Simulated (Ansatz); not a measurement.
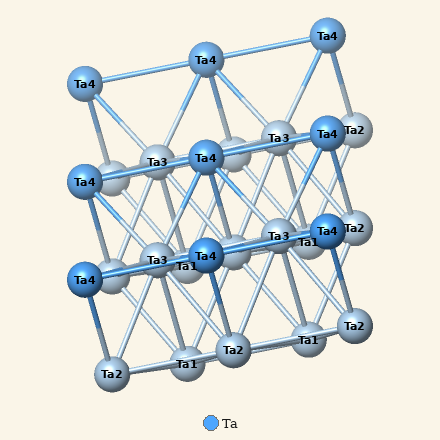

The system is C on a Ta(110) slab cut from the Fm-3m phase, its upper half relaxed before the scan (4 atoms of substrate and one adsorbate in a 1 × 1 cell); the picture shows it without the atoms that are moved over the map. C is moved over the surface cell; relaxed at each place: the height of the adsorbate's atoms; substrate rigid; the origin of the map has the adsorbate above Ta4. Places are given modulo a cell vector. The map is drawn in real space over the plane of the surface. The grid has 6 × 10 points; 24 points were computed and 36 follow by symmetry. Energies are in eV, from the lowest grid point. The relaxed height changes by up to 0.9 Å between neighbouring points. With one adsorbate in each 1 × 1 cell, its nearest image is 3.0 Å away, so neighbouring adsorbates interact. All numbers below come from DFT PBE, scalar-relativistic, plane waves, PAW in Ansatz. Settings: cutoff 420 eV, k-mesh 9×6×1, gaussian smearing 0.1 eV, no spin polarisation.

Range: position of C5 along the first surface vector from 0.000 to 0.833; position of C5 along the second surface vector from 0.0 to 0.9.

### What will the energy surface look like?

The lowest grid point is at the trough between two rows of top atoms, (0/6, 5/10) of the cell vectors. The highest grid point, the top site over a surface Ta atom, (0/6, 0/10) of the cell vectors, lies 4.30 eV above the lowest. At the lowest point the adsorbate has 4 Ta at 2.12 Å as nearest neighbours, at the highest 1 Ta at 1.97 Å. Its relaxed height above the top atom is 0.27 Å at the lowest and 1.97 Å at the highest point.

| second ↓, first → | 0/6 | 1/6 | 2/6 | 3/6 | 4/6 | 5/6 |
| --- | --- | --- | --- | --- | --- | --- |
| 9/10 | 4.22 | 3.86 | 2.88 | 1.70 | 2.88 | 3.86 |
| 8/10 | 3.98 | 3.60 | 2.49 | 1.13 | 2.49 | 3.60 |
| 7/10 | 3.38 | 2.93 | 1.52 | 0.33 | 1.52 | 2.93 |
| 6/10 | 1.29 | 1.03 | 1.02 | 1.16 | 1.02 | 1.03 |
| 5/10 | 0.00 | 0.62 | 1.46 | 1.90 | 1.46 | 0.62 |
| 4/10 | 1.29 | 1.03 | 1.02 | 1.16 | 1.02 | 1.03 |
| 3/10 | 3.38 | 2.93 | 1.52 | 0.33 | 1.52 | 2.93 |
| 2/10 | 3.98 | 3.60 | 2.49 | 1.13 | 2.49 | 3.60 |
| 1/10 | 4.22 | 3.86 | 2.88 | 1.70 | 2.88 | 3.86 |
| 0/10 | 4.30 | 3.94 | 3.01 | 1.86 | 3.01 | 3.94 |

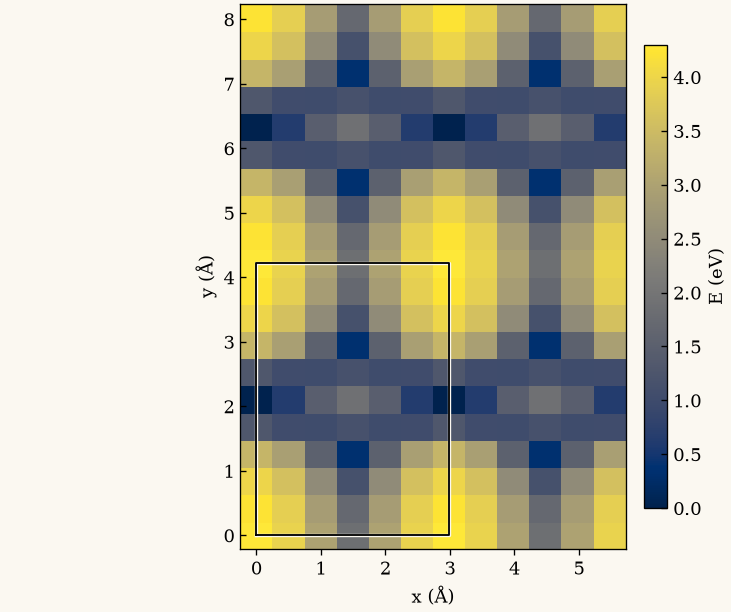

The picture shows one coloured cell a grid point, the outline of one cell of the 2 × 2 shown.

Time for the 24 points that were run: 18 min on 2 threads of Arm Neoverse V1 (shared host).

PAW datasets: the set soft_1.
